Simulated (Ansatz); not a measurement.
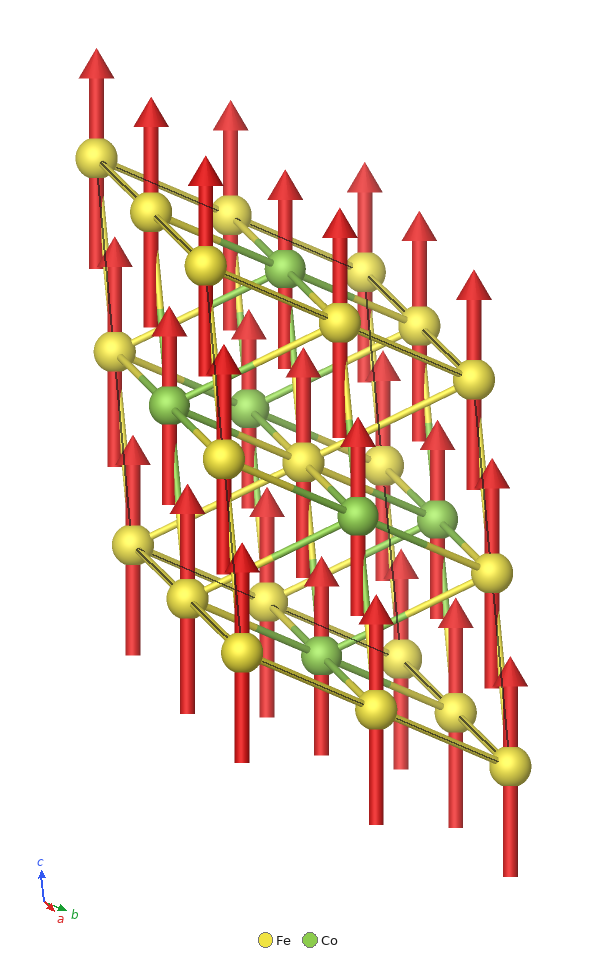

A ball-and-stick rendering, viewed slightly off an axis. The lines enclose the simulation cell; boundary atoms appear with their images. Arrows are the site magnetic moments above 0.25 μB; longer means larger, and red and blue are up and down (without spin-orbit coupling the axis itself is arbitrary).

This is the state reached for Fe$_{5}$Co$_{3}$. Results below were computed with DFT PBE, scalar-relativistic, plane waves, PAW (Ansatz); the settings were a 420 eV plane-wave basis, a 10×10×10 grid in reciprocal space, Gaussian smearing of 0.1 eV, collinear spins.

Question: How are the moments ordered?

Answer: Ferromagnetic (within this cell). Site moments: 5 Fe +2.5 to +2.7 μB and 3 Co +1.8 μB. The net spin moment of the whole cell is 18.4 μB, including what lies between the atoms and on sites without an arrow.

Source of the structure: a structure listed in the Materials Project. The geometry was optimised with Ansatz 0.2.0, DFT PBE, scalar-relativistic, plane waves, PAW.
